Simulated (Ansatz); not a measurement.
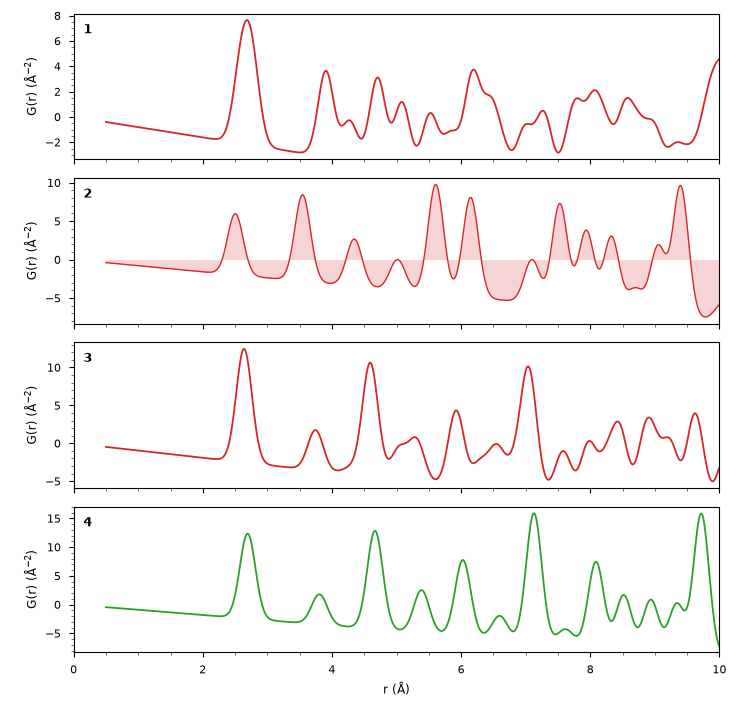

Computed neutron G(r), with each pair weighted by the product of the tabulated coherent neutron scattering lengths (natural isotope mix where the element has one) and a uniform peak width σ = 0.12 Å. No termination ripples are included.

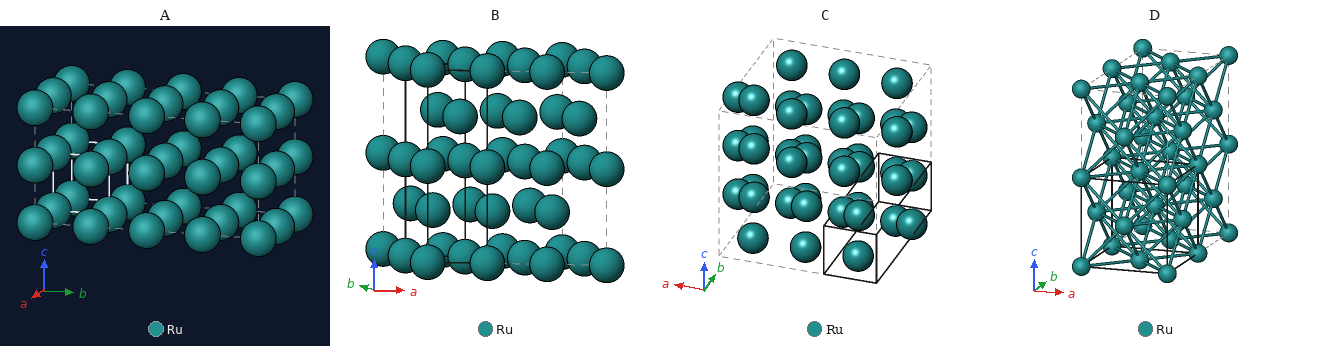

Candidate polymorphs:

A. Ru, a = 2.511 Å, b = 2.511 Å, c = 2.511 Å, α = 90.00°, β = 90.00°, γ = 90.00°, Pm-3m

B. Ru, a = 2.664 Å, b = 2.664 Å, c = 8.554 Å, α = 90.00°, β = 90.00°, γ = 120.00°, P6_3/mmc

C. Ru, a = 2.789 Å, b = 8.089 Å, c = 2.752 Å, α = 90.00°, β = 90.00°, γ = 90.00°, Cmcm

D. Ru, a = 3.811 Å, b = 3.811 Å, c = 3.811 Å, α = 90.00°, β = 90.00°, γ = 90.00°, Fm-3m

Origins: A, the geometry relaxed with DFT, PBE, plane waves (420 eV) with PAW, scalar-relativistic in Ansatz; the starting structure was generated, so it need not be a known form of this composition; B, coordinates from a relaxation with DFT, LDA (PW92), plane waves (420 eV) with PAW, scalar-relativistic (Ansatz); the starting structure was generated, so it need not be a known form of this composition; C, the input geometry of an electronic-structure calculation (not necessarily at equilibrium); the starting structure was generated, so it need not be a known form of this composition; D, the input geometry of an electronic-structure calculation (not necessarily at equilibrium); the starting structure was generated, so it need not be a known form of this composition.

### Which PDF belongs to which candidate?

curve 1 is C (Ru, first clear peaks at 2.69 Å (Ru–Ru) and 3.91 Å (Ru–Ru)); curve 2 is A (Ru, first clear peaks at 2.50 Å (Ru–Ru) and 3.55 Å (Ru–Ru)); curve 3 is B (Ru, first clear peaks at 2.64 Å (Ru–Ru) and 3.75 Å (Ru–Ru)); curve 4 is D (Ru, first clear peaks at 2.69 Å (Ru–Ru) and 3.81 Å (Ru–Ru)).
